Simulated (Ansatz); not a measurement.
**C: single-point calculation**

C (Amm2, 8 atoms in the cell), computed with DFT PBE, scalar-relativistic, plane waves, PAW, PAW set soft_1, no spin polarisation (Ansatz 0.2.0).

The structure derives from an entry of the Crystallography Open Database. Figures and captions count atoms from 1; the log counts them from 0 in places.

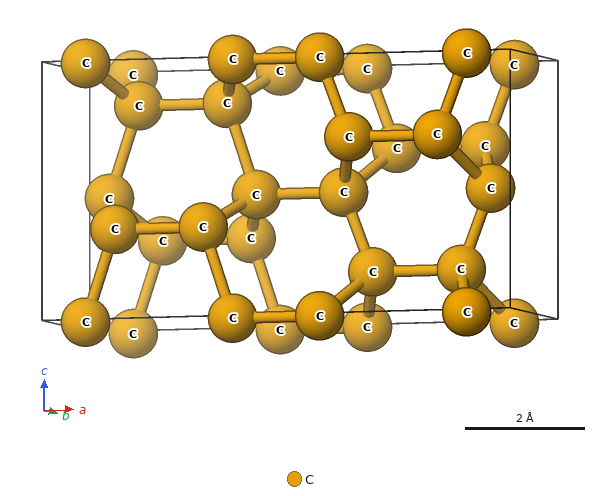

Figure 1. The input geometry (ball-and-stick view of the cell 2 times as large as that of the calculation, set on its symmetry axes, seen at an oblique angle). Near neighbours in the crystal (not all of them lie inside the picture): C has 4 C at 1.45 to 1.63 Å.

### Key numbers

```tsv
quantity	value
outcome	converged
space group (tolerance 0.01 Å)	Amm2 (38)
electrons treated	32
free energy	−2005.8244 eV
Fermi energy	15.713 eV
gap on the k-point mesh	3.51 eV
pressure	3.56 GPa
largest force (length of the vector)	3.383 eV/Å
hardware	2 threads of Arm Neoverse N1, 98 GiB of memory available, shared host
wall time	25 s (CPU time 48 s)
peak memory	0.45 GiB
```

### The input
```yaml
crystal:
  lattice:
    - [2.5180642186, 0.0, 0.0]
    - [-1.2590321093, 2.1807075817, 0.0]
    - [0.0, 0.0, 8.3046919353]
  atoms:
    - { symbol: C, position: [-0.0110056021, -0.0220112043, 0.0929732494] }
    - { symbol: C, position: [-0.0110056021, -0.0220112043, 0.5929732494] }
    - { symbol: C, position: [-0.0110056021, -0.0220112043, 0.4070267506] }
    - { symbol: C, position: [-0.0110056021, -0.0220112043, 0.9070267506] }
    - { symbol: C, position: [0.3443389355, 0.6886778709, 0.1555299995] }
    - { symbol: C, position: [0.6776722688, 0.3553445376, 0.6555299995] }
    - { symbol: C, position: [0.3443389355, 0.6886778709, 0.3444700005] }
    - { symbol: C, position: [0.6776722688, 0.3553445376, 0.8444700005] }
basis:
  ecutwfc: 520.0
kpoints:
  mp_grid: { grid: [12, 12, 4] }
hamiltonian:
  xc: pbe
  pseudopotentials: { kind: paw, azcp: { folder: soft_1 } }
scf:
  occupations: { method: gaussian, width: 0.05 }
output:
  forces: true
  stress: true
  eigenvalues: true
  write_density: true
  write_potential: true
  elf: true
  volumetric_format: npy
```

Launched with:
```bash
ansatz run input.yaml --threads 2 --pin off --max-ram 4096MiB --backend cpu --events-out ev --progress --plain --runs-dir out
```

### The program's output
```
Engine: ansatz 0.2.0, aarch64-unknown-linux-gnu
Pseudopotentials: kind: paw
Pseudopotential: C, paw, valence charge 4, recommended cutoff 420 eV (normal), [file]
Functional definition: PBE
  parameter kappa = 0.804
  parameter beta = 0.06672455060314922
  exchange = pbe_x(kappa = kappa, mu = beta*pi^2/3)
  correlation = pbe_c(beta = beta)
Crystal: 8 atoms, lattice volume = 45.602 Å³
Basis set: ecut = 520 eV, 1243 PW (Γ), exchange–correlation on 40×40×128 points (8 copies of the dense FFT grid, shifted against one another)
Bands: 24, of which v1, the nominal top of the filled ones, is band 16 counted from 1 (15 counted from 0)
Symmetry: 4 space group operations
Space group: Amm2 (ITA 38), of the structure as read, at distance tolerance 3.6e-5 Å
k-points: 129 of 576 (time reversal used)
Non-local potential: C, projectors of the file, l = 0: 2, l = 1: 2, l = 2: 1
PAW form: soft (Blöchl's): semilocal exchange-correlation on the pseudo side does not see the compensation charge
PAW one-centre angular grid: C, 110 points (default); XC on 64 Gauss nodes
Initial density: superposition of atomic densities (chi_scale 0.1, normalization cell)
Initial wavefunctions: pseudopotential atomic-orbital guess
Functional: x = pbe(κ = 0.804, μ = 0.2195149727645171), c = pbe(β = 0.06672455060314922)
SCF iter   1: F=—  HF=-2008.069438 eV  |F-HF|=—  |Δ(HF+E_count)|=         —  Δρ=1.39e-1  dr2=6.22e0  ethr=3.10e-3  ⟨swp⟩=5.9  Hψ=14439  notcnv=0  defer=14
preconditioner: auto → none  [insulator: Δε(μ)=4.077 eV  Ē_g=16.967 eV  σ=0.050 eV  W_gap=1.00  n_scr=6 (ndim 8)  ℏωp=31.1 eV  f_vac=0.000  D(μ)=0.00/eV (n_scr^D=0)  ε∞_Penn≈4.4]
SCF iter   2: F=—  HF=-2006.074378 eV  |F-HF|=—  |Δ(HF+E_count)|=    2.00e0  Δρ=5.76e-2  dr2=9.76e-1  ethr=3.10e-3  ⟨swp⟩=2.8  Hψ=7284  notcnv=0  defer=341
SCF iter   3: F=—  HF=-2005.822246 eV  |F-HF|=—  |Δ(HF+E_count)|=   2.52e-1  Δρ=5.05e-3  dr2=4.08e-3  ethr=3.05e-3  ⟨swp⟩=3.0  Hψ=5472  notcnv=0  defer=341
SCF iter   4: F=—  HF=-2005.824435 eV  |F-HF|=—  |Δ(HF+E_count)|=   2.19e-3  Δρ=5.12e-4  dr2=2.23e-4  ethr=1.28e-5  ⟨swp⟩=2.7  Hψ=4917  notcnv=0  defer=341
SCF iter   5: F=—  HF=-2005.824382 eV  |F-HF|=—  |Δ(HF+E_count)|=   5.22e-5  Δρ=1.70e-4  dr2=7.78e-6  ethr=6.98e-7  ⟨swp⟩=2.0  Hψ=4179  notcnv=0  defer=341
SCF iter   6: F=—  HF=-2005.824377 eV  |F-HF|=—  |Δ(HF+E_count)|=   5.06e-6  Δρ=4.49e-5  dr2=2.60e-7  ethr=2.43e-8  ⟨swp⟩=2.1  Hψ=4788  notcnv=0  defer=341
SCF iter   7: F=-2005.824378 eV  HF=-2005.824378 eV  |F-HF|=1.18e-10  |Δ(HF+E_count)|=   5.35e-7  Δρ=7.34e-6  dr2=1.60e-8  ethr=3.13e-10  ⟨swp⟩=15.8  Hψ=22998  notcnv=0
SCF 1 converged in 7 iterations: F = -2005.824378 eV  dr2 = 1.60e-8
  greatest PAW one-centre occupation: 0.649 electrons in one spin orbital (limit 2), on the C atom at site 3 (counted from 0), in its partial waves of l = 0
```

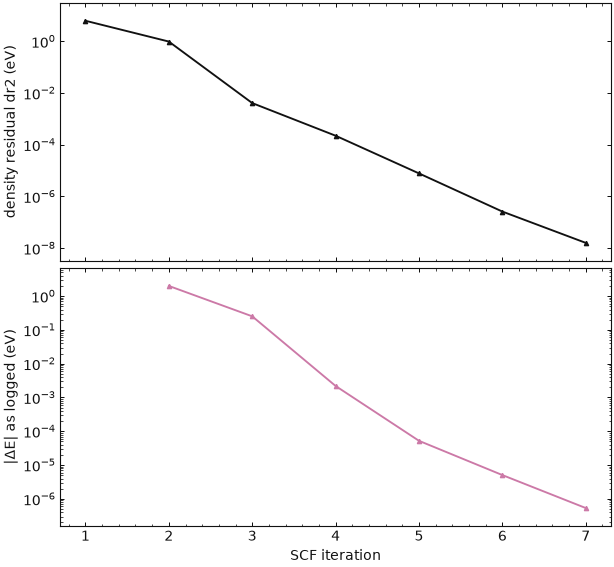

Figure 2. Convergence of the self-consistent field: density residual dr2 and size of the energy change against the SCF iteration. The residual falls at every step.

```
SCF converged after 7 iterations
Free energy (F): -2005.824378 eV
Harris-Foulkes:  -2005.824378 eV  (|F-HF|=1.18e-10)
Internal energy: -2005.824378 eV  (E = F + TS)
E sigma→0 (E₀):  -2005.824378 eV
Fermi energy:    15.713220 eV
--- Per-component energies (eV) ---
  E_band       = 137.033108
  E_kinetic    = 718.495966
  E_local      = -448.813881  (includes V_loc(G=0)·N_el)
  E_nonlocal   = 184.009468
  E_hartree    = 107.973059
  E_xc         = -381.448620
  E_vxc        = -471.072009  (∫ρ·V_xc dr)
  E_paw        = -799.739592  (= ΣΔE_a)
  E_vpaw       = -61.532057  (= ΣTr[D̂ρ^β])
  E_aug_tail   = 0.000013  (compensation charges beyond the density's cutoff)
  E_ewald      = -1386.300791
  E_smearing   = -0.000000  (= −TS)
  E_closure    = -0.000000  (closes the sum)
  Σ components = -2005.824378   (vs F -2005.824378, Δ=0.00e0)
--- Forces (eV/Å), atoms counted from 1 ---
  atom   1  C      0.00000000     2.61709190    -0.28588899
  atom   2  C      0.00000000     3.36510979    -0.34404182
  atom   3  C      0.00000000     2.61709190     0.28588899
  atom   4  C      0.00000000     3.36510979     0.34404182
  atom   5  C      0.00000000    -2.62161448     0.30160567
  atom   6  C      0.00000000    -3.36061328     0.35883225
  atom   7  C      0.00000000    -2.62161448    -0.30160567
  atom   8  C      0.00000000    -3.36061328    -0.35883225
  max |Σ_I F_I| component: 5.21e-5 eV/Å
--- Stress (GPa, compression-positive) ---
        2.526479      -0.000000       0.000000
       -0.000000       6.072714       0.000000
        0.000000       0.000000       2.076299
  P = ⅓ Tr σ = 3.5585 GPa (35.585 kbar)
--- Band table (eV; the first three rows and the last of 129) ---
  k-point 0: bands = ["-8.2041", "-6.5694", "-6.4662", "-2.5738", "-0.1051", "6.5126", "6.6031", "9.8618", "9.8708", "11.1506", "11.2030", "12.1750", "12.1853", "13.2230", "13.9225", "13.9578", "17.9073", "17.9983", "18.7640", "20.1299", "20.2701", "20.4896", "21.1799", "21.3797"]
  k-point 1: bands = ["-8.0978", "-7.2523", "-5.5885", "-3.3092", "0.8084", "4.4764", "8.6540", "9.8756", "9.8989", "11.0694", "11.1197", "12.2633", "12.3170", "12.5681", "13.8150", "13.8482", "18.0304", "18.1167", "19.1891", "19.8928", "20.0687", "20.4527", "21.3006", "21.3173"]
  k-point 2: bands = ["-7.7799", "-7.7793", "-4.4922", "-4.4896", "2.5168", "2.5202", "9.7848", "9.8901", "10.5788", "10.8875", "10.9986", "11.1852", "12.4628", "12.5129", "13.6936", "13.7245", "18.1697", "18.2489", "19.6756", "19.8806", "19.9446", "19.9864", "21.2827", "21.4278"]
  k-point 128: bands = ["-3.4244", "-3.3267", "-0.5238", "-0.3967", "1.5607", "2.1243", "3.3890", "4.0072", "4.9928", "5.6351", "5.9092", "6.1840", "7.0765", "7.1162", "9.2526", "9.8272", "19.2548", "19.2992", "21.0538", "21.5447", "23.4904", "23.9236", "24.1783", "24.1821"]
```

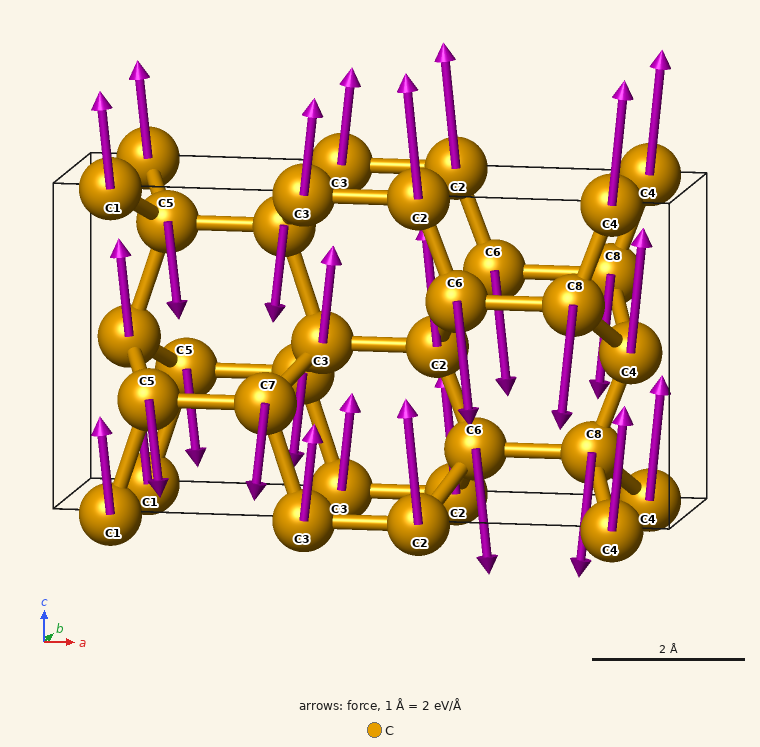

Figure 3. Forces on the atoms as pink arrows (ball-and-stick view of the cell 2 times as large as that of the calculation, set on its symmetry axes, seen slightly off an axis; atoms are numbered from 1 in the order of the input). The largest act on C2, C4, C6, C8 (3.38 eV/Å); C5, C7 (2.64 eV/Å); C1, C3 (2.63 eV/Å). The geometry is not a stationary point of this energy.

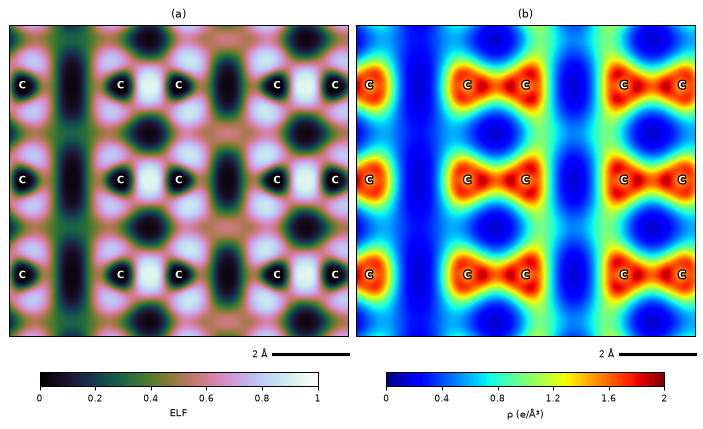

Figure 4. (a) electron localisation function; (b) valence pseudo-density on the (001) plane of the conventional cell. C–C (1.54 Å): ρ at the midpoint is about 1.6 e/Å³; the ELF peaks at about 0.95 between the atoms (a covalent bond). Away from the nuclei the density in this plane falls to 0.15 e/Å³ at its lowest. In a PAW calculation such maps are meaningful between the atoms, not at the nuclei.

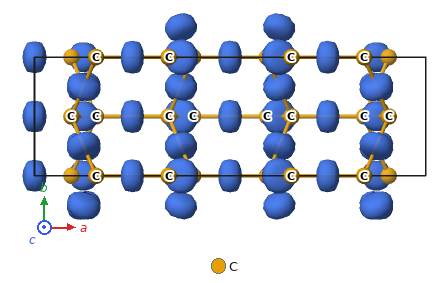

Figure 5. Isosurface of the ELF at 0.85 (blue), seen along the c axis. Only the valence region is drawn (cores and ρ < 0.01 e/Å³ removed). Sticks mark near contacts. The outline is the cell set on symmetry axes. Along the contacts the grid gives the following. C–C (1.45 Å): the ELF peaks at about 0.95 between the atoms, as expected for localised, shared-pair bonding.
